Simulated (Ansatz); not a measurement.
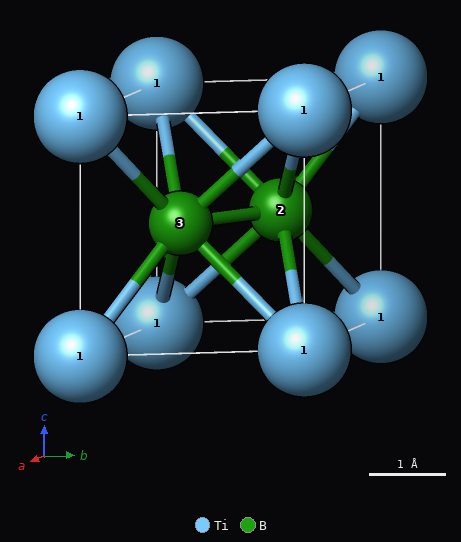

**Figure 1.** The input geometry (ball-and-stick view of the cell of the calculation, seen slightly off an axis; atoms are numbered from 1 in the order of the input). An atom can appear more than once, as a periodic image. Near neighbours in the periodic cell (some may lie outside the picture): Ti has 12 B at 2.38 Å; B has 3 B at 1.75 Å and 6 Ti at 2.38 Å.

## Band-structure calculation, with input and output: TiB2

The run: band-structure calculation of TiB2 (3 atoms in the cell). Method and program: DFT, PBEsol, PAW with Ansatz's default frozen-core files, scalar-relativistic, no spin polarisation (Ansatz 0.2.0).

The structure derives from an entry of the Crystallography Open Database. It belongs to a series of runs on one base structure; here: PAW files in place of LAPW. Figures and captions count atoms from 1; the log counts them from 0 in places.

**Log**
```
Engine: ansatz 0.2.0, aarch64-unknown-linux-gnu
Pseudopotentials: kind: paw
Pseudopotential: Ti, paw, valence charge 12, recommended cutoff 420 eV (normal), Ti.paw.azcp
Pseudopotential: B, paw, valence charge 3, recommended cutoff 420 eV (normal), B.paw.azcp
Functional definition: PBEsol
  exchange = pbesol_x
  correlation = pbesol_c
Crystal: 3 atoms, lattice volume = 25.655 Å³
Basis set: ecut = 420 eV, 503 PW (Γ), exchange–correlation on 48×48×48 points (8 copies of the dense FFT grid, shifted against one another)
Bands: 13, of which v1, the nominal top of the filled ones, is band 9 counted from 1 (8 counted from 0)
Symmetry: 24 space group operations
Space group: P6/mmm (ITA 191), of the structure as read, at distance tolerance 2.9e-5 Å
k-points: 144 of 2156
Non-local potential: Ti, projectors of the file, l = 0: 3, l = 1: 2, l = 2: 3, l = 3: 1
Non-local potential: B, projectors of the file, l = 0: 2, l = 1: 2, l = 2: 1
PAW form: soft (Blöchl's): semilocal exchange-correlation on the pseudo side does not see the compensation charge
PAW frozen core: Ti, regenerated for the run's functional, and the local potential with it (the file was generated under x = pbe(κ = 0.804, μ = 0.2195149727645171), c = pbe(β = 0.06672455060314922))
PAW frozen core: B, regenerated for the run's functional, and the local potential with it (the file was generated under x = pbe(κ = 0.804, μ = 0.2195149727645171), c = pbe(β = 0.06672455060314922))
PAW one-centre angular grid: Ti, 590 points (default); XC on 64 Gauss nodes
PAW one-centre angular grid: B, 110 points (default); XC on 64 Gauss nodes
Initial density: superposition of atomic densities (neutral atoms: chi_scale 0, normalization atom), corrected by the library's trained network
Initial wavefunctions: pseudopotential atomic-orbital guess
Functional: x = pbesol(κ = 0.804, μ = 0.12345679012345678), c = pbesol(β = 0.046)
SCF iter   1: F=—  HF=-2782.617048 eV  |F-HF|=—  |Δ(HF+E_count)|=         —  Δρ=6.47e-3  dr2=8.65e-3  ethr=1.77e-3  ⟨swp⟩=4.4  Hψ=8828  notcnv=0
preconditioner: auto → none  [metal: Δε(μ)=0.076 eV  Ē_g=8.115 eV  σ=0.030 eV  W_gap=0.47  n_scr=8 (ndim 8)  ℏωp=23.2 eV  f_vac=0.000  D(μ)=0.37/eV (n_scr^D=0)  sad-step TF]
SCF iter   2: F=—  HF=-2782.614189 eV  |F-HF|=—  |Δ(HF+E_count)|=   2.86e-3  Δρ=3.25e-3  dr2=2.92e-3  ethr=4.81e-5  ⟨swp⟩=2.9  Hψ=4487  notcnv=0
SCF iter   3: F=—  HF=-2782.613091 eV  |F-HF|=—  |Δ(HF+E_count)|=   1.10e-3  Δρ=2.99e-4  dr2=2.26e-5  ethr=1.62e-5  ⟨swp⟩=2.0  Hψ=3172  notcnv=0
SCF iter   4: F=—  HF=-2782.613085 eV  |F-HF|=—  |Δ(HF+E_count)|=   5.83e-6  Δρ=5.03e-5  dr2=4.80e-7  ethr=1.26e-7  ⟨swp⟩=2.9  Hψ=3015  notcnv=0
iter 5 did not close the SCF: its close was put off for the readings that it lacked (scf_convergence_deferred on its scf_iter line)
SCF iter   5: F=-2782.613085 eV  HF=-2782.613085 eV  |F-HF|=2.69e-9  |Δ(HF+E_count)|=   8.83e-8  Δρ=4.84e-6  dr2=5.37e-9  ethr=2.67e-9  ⟨swp⟩=2.6  Hψ=2623  notcnv=0
SCF iter   6: F=-2782.613085 eV  HF=-2782.613085 eV  |F-HF|=1.31e-10  |Δ(HF+E_count)|=  9.45e-10  Δρ=9.36e-7  dr2=1.81e-10  ethr=2.98e-11  ⟨swp⟩=4.3  Hψ=9062  notcnv=0
SCF 1 converged in 6 iterations: F = -2782.613085 eV  dr2 = 1.81e-10
  greatest PAW one-centre occupation: 0.999 electrons in one spin orbital (limit 2), on the Ti atom at site 0 (counted from 0), in its partial waves of l = 0
```

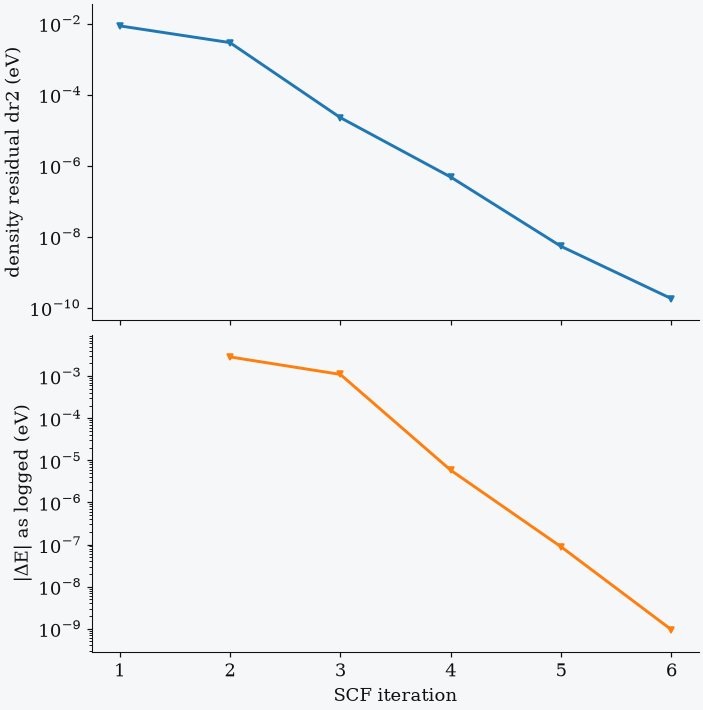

**Figure 2.** Convergence of the self-consistent field: density residual dr2 and size of the energy change against the SCF iteration. The residual falls at every step.

```
NSCF: frozen V_eff on 113 k-points
SCF converged after 6 iterations
Free energy (F): -2782.613085 eV
Harris-Foulkes:  -2782.613085 eV  (|F-HF|=1.31e-10)
Internal energy: -2782.611988 eV  (E = F + TS)
E sigma→0 (E₀):  -2782.612537 eV
Entropy (-TS):   -0.001097 eV (-0.366 meV/atom)
Fermi energy:    15.110483 eV
--- Per-component energies (eV) ---
  E_band       = -93.845474
  E_kinetic    = 375.524115
  E_local      = -788.108601  (includes V_loc(G=0)·N_el)
  E_nonlocal   = 30.075994
  E_hartree    = 333.228223
  E_xc         = -164.113872
  E_vxc        = -202.269770  (∫ρ·V_xc dr)
  E_paw        = -1173.203272  (= ΣΔE_a)
  E_vpaw       = -175.523894  (= ΣTr[D̂ρ^β])
  E_aug_tail   = 0.000090  (compensation charges beyond the density's cutoff)
  E_ewald      = -1396.183471
  E_core_change = 0.168806  (= ΣΔE_core)
  E_smearing   = -0.001097  (= −TS)
  E_closure    = -0.000000  (closes the sum)
  Σ components = -2782.613085   (vs F -2782.613085, Δ=0.00e0)
--- Forces (eV/Å), atoms counted from 1 ---
  atom   1  Ti     0.00000000    -0.00000000     0.00000000
  atom   2  B     -0.00000000    -0.00000000     0.00000000
  atom   3  B     -0.00000000     0.00000000     0.00000000
  max |Σ_I F_I| component: 5.55e-17 eV/Å
--- Stress (GPa, compression-positive) ---
       -4.199363       0.000000       0.000000
        0.000000      -4.199363       0.000000
        0.000000       0.000000      -7.061592
  P = ⅓ Tr σ = -5.1534 GPa (-51.534 kbar)
--- PAW observables at the nuclei: V_zz in 10²¹ V/m², potentials from the cell's mean, atoms counted from 1 ---
  atom   1  Ti V_zz =    +2.062815   η = 0.0000   by run symmetry: allowed
            electrostatic potential = -2532.772149 V   contact ρ = 56636.544251 e/Å³
  atom   2  B  V_zz =    +0.301831   η = 0.0000   by run symmetry: allowed
            electrostatic potential = -331.396198 V   contact ρ = 481.497746 e/Å³
  atom   3  B  V_zz =    +0.301831   η = 0.0000   by run symmetry: allowed
            electrostatic potential = -331.396198 V   contact ρ = 481.497746 e/Å³
--- Band table (eV; the first three rows and the last of 144) ---
  k-point 0: bands = ["-41.5916", "-18.0594", "-17.7394", "-17.7394", "1.5977", "12.4788", "12.4788", "12.7685", "12.9270", "16.9813", "16.9813", "18.7610", "18.7610"]
  k-point 1: bands = ["-41.5904", "-18.0760", "-17.7381", "-17.7381", "1.7086", "11.6774", "12.5663", "12.5663", "13.9037", "16.7025", "16.7025", "18.5686", "18.5686"]
  k-point 2: bands = ["-41.5872", "-18.1203", "-17.7346", "-17.7346", "2.0276", "10.4523", "12.8255", "12.8255", "14.8319", "16.1253", "16.1253", "18.0385", "18.0385"]
  k-point 143: bands = ["-41.5149", "-18.1530", "-18.0280", "-17.9664", "6.2354", "6.8574", "9.3622", "11.8923", "11.9289", "17.5922", "19.0486", "19.1971", "19.6093"]
--- Löwdin populations: 3 sites ---
  site symbol       q [e]
     0     Ti     11.1502
     1      B      3.4046
     2      B      3.4046
  spilling = 0.002254 (of n_electrons = 18.000000)
--- Bader charges: 3 sites ---
  site symbol  charge [e]  shift [e]
     0     Ti      1.4133     0.0023
     1      B     -0.7067     0.0011
     2      B     -0.7067     0.0011
  estimated error of the sums over rays = 5.4e-4 e
```

**File bader_charges.tsv**
```
# site	symbol	x_ang	y_ang	z_ang	partial_charge_e	electrons	volume_ang3	relative_density_drop	shared_charge_e	partial_wave_shift_e
# quadrature_error_electrons = 5.4e-4
0	Ti	0.0000	0.0000	0.0000	1.41331	20.58669	8.66	-	1.41331	0.00228
1	B	0.0000	1.7489	1.6142	-0.70666	5.70666	8.50	-	-0.70666	0.00114
2	B	1.5146	0.8745	1.6142	-0.70665	5.70665	8.50	-	-0.70665	0.00114
```

**File dos.tsv**
```
# E-E_F[eV]	g_bin_mean(E)[states/eV]	N(E)
# format = ansatz-dos/2
# fermi_ev = 15.110483
# fermi_mp_grid = 14 14 11
# fermi_mp_shift = 0 0 0
# tetrahedron_fermi_ev = 15.172771
# g_bin_mean(E): the states in a bin one row spacing wide, centred on E, divided by that spacing. States that the method places at a single energy (under output.dos.method: tetrahedron, those of a tetrahedron whose four corners have one energy) are counted whole in the row whose bin holds that energy (on the edge of two bins, in the lower row). The sum of g_bin_mean over a run of rows, times the row spacing, is the number of states from half a spacing under the first of them to half a spacing over the last (a plain sum, not the trapezoid rule).
-14.000000	0.000000e0	8.000000e0
-13.800000	0.000000e0	8.000000e0
-13.600000	1.824936e-5	8.000000e0
-13.400000	4.931782e-2	8.002430e0
-13.200000	1.105600e-1	8.019575e0
-13.000000	1.516651e-1	8.046215e0
-12.800000	1.889626e-1	8.080399e0
-12.600000	2.236682e-1	8.121569e0
-12.400000	2.609212e-1	8.169914e0
-12.200000	2.986658e-1	8.225967e0
-12.000000	3.416416e-1	8.289532e0
-11.800000	4.024053e-1	8.363727e0
-11.600000	4.958279e-1	8.451425e0
-11.400000	5.369132e-1	8.558349e0
-11.200000	5.431005e-1	8.666148e0
-11.000000	5.513925e-1	8.775890e0
-10.800000	5.599237e-1	8.886724e0
-10.600000	5.675200e-1	8.999459e0
-10.400000	5.843777e-1	9.114444e0
-10.200000	6.037895e-1	9.233105e0
-10.000000	6.484308e-1	9.357368e0
-9.800000	7.940637e-1	9.495134e0
-9.600000	7.830406e-1	9.671555e0
-9.400000	4.971332e-1	9.792235e0
-9.200000	4.236793e-1	9.890181e0
-9.000000	2.520918e-1	9.949034e0
-8.800000	2.695269e-1	1.000091e1
-8.600000	2.365331e-1	1.005251e1
-8.400000	2.642582e-1	1.009787e1
-8.200000	6.019916e-1	1.018853e1
-8.000000	6.350594e-1	1.031073e1
-7.800000	6.525543e-1	1.044150e1
-7.600000	6.494367e-1	1.056879e1
-7.400000	6.013200e-1	1.069742e1
-7.200000	5.332595e-1	1.081052e1
-7.000000	5.540894e-1	1.091703e1
-6.800000	5.794436e-1	1.103116e1
-6.600000	5.858580e-1	1.114759e1
-6.400000	6.111174e-1	1.126654e1
-6.200000	6.746026e-1	1.139397e1
-6.000000	8.442702e-1	1.154241e1
-5.800000	8.919094e-1	1.172184e1
-5.600000	8.081865e-1	1.189672e1
-5.400000	7.770121e-1	1.204738e1
-5.200000	9.915274e-1	1.222144e1
-5.000000	1.095600e0	1.243648e1
-4.800000	1.087189e0	1.265301e1
-4.600000	1.163455e0	1.288162e1
-4.400000	1.162215e0	1.310778e1
-4.200000	1.299342e0	1.335640e1
-4.000000	1.391297e0	1.362477e1
-3.800000	1.501712e0	1.391576e1
-3.600000	1.590111e0	1.422067e1
-3.400000	1.858695e0	1.455947e1
-3.200000	2.570803e0	1.501793e1
-3.000000	2.056848e0	1.550283e1
-2.800000	1.444098e0	1.583345e1
-2.600000	1.220527e0	1.609798e1
-2.400000	9.843448e-1	1.631752e1
-2.200000	9.177635e-1	1.650352e1
-2.000000	9.384426e-1	1.668834e1
-1.800000	9.878175e-1	1.688031e1
-1.600000	1.001871e0	1.708122e1
-1.400000	9.128086e-1	1.727455e1
-1.200000	8.223956e-1	1.744776e1
-1.000000	7.379622e-1	1.760344e1
-0.800000	6.084076e-1	1.774172e1
-0.600000	4.173646e-1	1.784349e1
-0.400000	2.428646e-1	1.790783e1
-0.200000	1.697644e-1	1.794648e1
0.000000	2.273139e-1	1.798363e1
0.200000	3.758194e-1	1.803525e1
0.400000	7.560220e-1	1.815577e1
0.600000	8.400402e-1	1.831626e1
0.800000	9.525895e-1	1.849554e1
1.000000	1.089009e0	1.869792e1
1.200000	1.328717e0	1.893643e1
1.400000	1.594617e0	1.923217e1
1.600000	1.756523e0	1.956545e1
1.800000	1.973380e0	1.993883e1
2.000000	2.221905e0	2.035504e1
2.200000	2.510238e0	2.083729e1
2.400000	2.452187e0	2.134186e1
2.600000	2.247718e0	2.178414e1
2.800000	3.331938e0	2.231431e1
3.000000	3.249817e0	2.306227e1
3.200000	1.919639e0	2.355361e1
3.400000	1.491247e0	2.388344e1
3.600000	1.366960e0	2.416199e1
3.800000	1.409308e0	2.444104e1
4.000000	1.286970e0	2.471361e1
4.200000	1.051227e0	2.494677e1
4.400000	1.357703e0	2.515227e1
4.600000	1.409140e0	2.549087e1
4.800000	6.147721e-1	2.567565e1
5.000000	3.650066e-1	2.576552e1
5.200000	2.618392e-1	2.582695e1
5.400000	2.022095e-1	2.587281e1
5.600000	1.568464e-1	2.590836e1
5.800000	1.228169e-1	2.593605e1
6.000000	9.565082e-2	2.595788e1
6.200000	7.274639e-2	2.597461e1
6.400000	5.386926e-2	2.598703e1
6.600000	3.944697e-2	2.599710e1
6.800000	0.000000e0	2.600000e1
7.000000	0.000000e0	2.600000e1
7.200000	0.000000e0	2.600000e1
7.400000	0.000000e0	2.600000e1
7.600000	0.000000e0	2.600000e1
7.800000	0.000000e0	2.600000e1
8.000000	0.000000e0	2.600000e1
```

**File rho_z.tsv**
```
# z_ang	rho[e/angstrom^3]
# format = ansatz-planar-average/11
# lattice	3.029198202	0.000000000	0.000000000
# lattice	-1.514599101	2.623362596	0.000000000
# lattice	0.000000000	0.000000000	3.228400000
# sites	3
# site	22	0.000000000	0.000000000	0.000000000
# site	5	0.000000000	1.748908397	1.614200000
# site	5	1.514599101	0.874454199	1.614200000
0.000000	1.429447e0
0.134517	1.362601e0
0.269033	1.172428e0
0.403550	9.051263e-1
0.538067	6.461905e-1
0.672583	4.735813e-1
0.807100	4.078553e-1
0.941617	4.164490e-1
1.076133	4.572247e-1
1.210650	5.026068e-1
1.345167	5.350649e-1
1.479683	5.493284e-1
1.614200	5.524128e-1
1.748717	5.493284e-1
1.883233	5.350649e-1
2.017750	5.026068e-1
2.152267	4.572247e-1
2.286783	4.164490e-1
2.421300	4.078553e-1
2.555817	4.735813e-1
2.690333	6.461905e-1
2.824850	9.051263e-1
2.959367	1.172428e0
3.093883	1.362601e0
```

**File v_z.tsv**
```
# z_ang	v_es[eV]	v_tot[eV]
# format = ansatz-planar-average/11
# xc	pbesol
# density_cutoff_ev	1680
# datasets	Ti=:simpson_from_first_knot:soft:shift=-797321	B=:simpson_from_first_knot:soft:shift=-132863
# lattice	3.029198202	0.000000000	0.000000000
# lattice	-1.514599101	2.623362596	0.000000000
# lattice	0.000000000	0.000000000	3.228400000
# sites	3
# site	22	0.000000000	0.000000000	0.000000000
# site	5	0.000000000	1.748908397	1.614200000
# site	5	1.514599101	0.874454199	1.614200000
0.000000	3.237297e0	-9.738174e0
0.134517	3.511022e0	-9.416500e0
0.269033	4.315242e0	-8.459169e0
0.403550	5.577866e0	-6.956139e0
0.538067	7.154859e0	-5.090931e0
0.672583	8.730011e0	-3.259067e0
0.807100	9.908372e0	-1.973690e0
0.941617	9.884244e0	-2.127627e0
1.076133	7.895475e0	-4.448988e0
1.210650	4.505323e0	-8.221220e0
1.345167	1.013943e0	-1.208456e1
1.479683	-1.485866e0	-1.488865e1
1.614200	-2.377672e0	-1.589535e1
1.748717	-1.485866e0	-1.488865e1
1.883233	1.013943e0	-1.208456e1
2.017750	4.505323e0	-8.221220e0
2.152267	7.895475e0	-4.448988e0
2.286783	9.884244e0	-2.127627e0
2.421300	9.908372e0	-1.973690e0
2.555817	8.730011e0	-3.259067e0
2.690333	7.154859e0	-5.090931e0
2.824850	5.577866e0	-6.956139e0
2.959367	4.315242e0	-8.459169e0
3.093883	3.511022e0	-9.416500e0
```

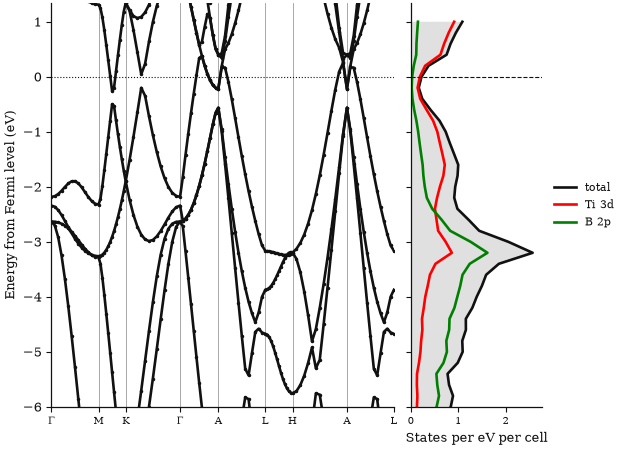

**Figure 3.** Band structure along Γ–M–K–Γ–A–L–H–A–L and density of states (projected on Löwdin-orthogonalised atomic shells), with energies from the Fermi level. Bands cross the Fermi level: a metal at this level of theory.

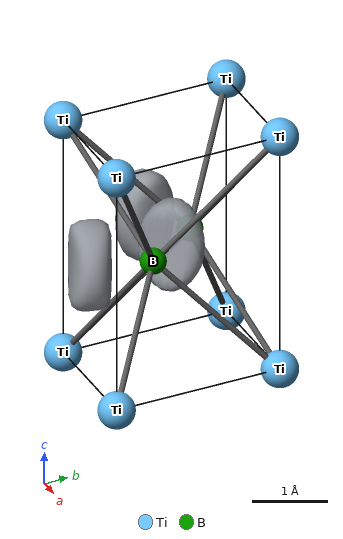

**Figure 4.** Isosurface of the ELF at 0.75 (grey), seen slightly off an axis. Core shells and regions of very low density are left out. Sticks mark near contacts. The outline is the cell set on symmetry axes. Values along the shortest contacts: B–B (1.75 Å): the ELF peaks at about 0.85 between the atoms (a covalent bond). Ti–B (2.38 Å): the ELF is about 0.20 at the midpoint. Core electrons are frozen (PAW), so the fields are smoothed inside the atomic spheres.

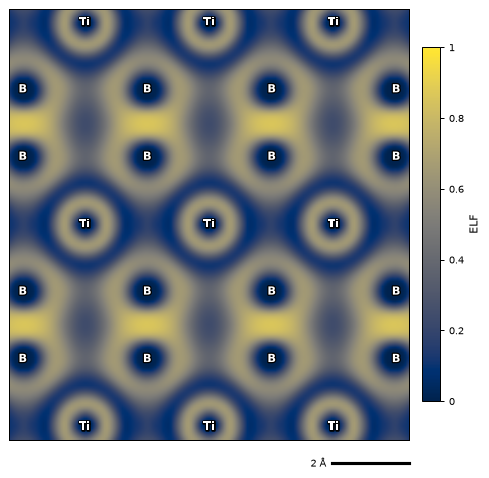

**Figure 5.** ELF on the (110) plane of the conventional cell. Atoms in the plane: Ti and B. B–B (1.75 Å): the ELF peaks at about 0.85 between the atoms, which marks a covalent bond. Ti–B (2.38 Å): the ELF is about 0.20 at the midpoint. The strong features right at Ti lie inside the PAW spheres (semicore, d or f shells) and say nothing about bonding.

This output came from the following input.

**Input file**
```yaml
crystal:
  lattice:
    - [3.0291982016, 0.0, 0.0]
    - [-1.5145991008, 2.6233625957, 0.0]
    - [0.0, 0.0, 3.2284]
  atoms:
    - { symbol: Ti, position: [0.0, 0.0, 0.0] }
    - { symbol: B, position: [0.3333333333, 0.6666666667, 0.5] }
    - { symbol: B, position: [0.6666666667, 0.3333333333, 0.5] }
kpoints:
  mp_grid: { grid: [14, 14, 11] }
  band_path:
    path:
      - [0.0, 0.0, 0.0]
      - [0.5, 0.0, 0.0]
      - [0.3333333333, 0.3333333333, 0.0]
      - [0.0, 0.0, 0.0]
      - [0.0, 0.0, 0.5]
      - [0.5, 0.0, 0.5]
      - [0.3333333333, 0.3333333333, 0.5]
      - [0.0, 0.0, 0.5]
      - [0.5, 0.0, 0.5]
    npoints: 14
scf:
  occupations: { method: fermi_dirac, width: 0.03 }
hamiltonian:
  xc: pbesol
  pseudopotentials: { kind: paw }
output:
  forces: true
  stress: true
  eigenvalues: true
  efg: { contact_densities: true }
  populations: true
  bader: true
  dos: { projected: true, de: 0.2, e_range: [-14, 8] }
  write_density: true
  write_potential: true
  elf: true
  volumetric_format: npy
```

Command:
```bash
ansatz run input.yaml --threads 1 --pin off --max-ram 4096MiB --backend cpu --events-out ev --progress --plain --runs-dir out
```

**Results in brief**

- outcome: converged
- space group (tolerance 0.01 Å): P6/mmm (191)
- electrons treated: 18
- free energy: −2782.6131 eV
- Fermi energy: 15.110 eV
- pressure: −5.15 GPa
- field gradient V_zz (10²¹ V/m²): Ti 2.06, B 0.30, B 0.30
- electronic character: metal
- largest force (length of the vector): under 0.001 eV/Å
- hardware: 1 thread of Arm Neoverse V1, 24 GiB of memory available, shared host
- wall time: 23 s
- peak memory: 0.37 GiB

**Notes**

The cell is under a tension of 5.2 GPa at this level, so it is not at its equilibrium volume.
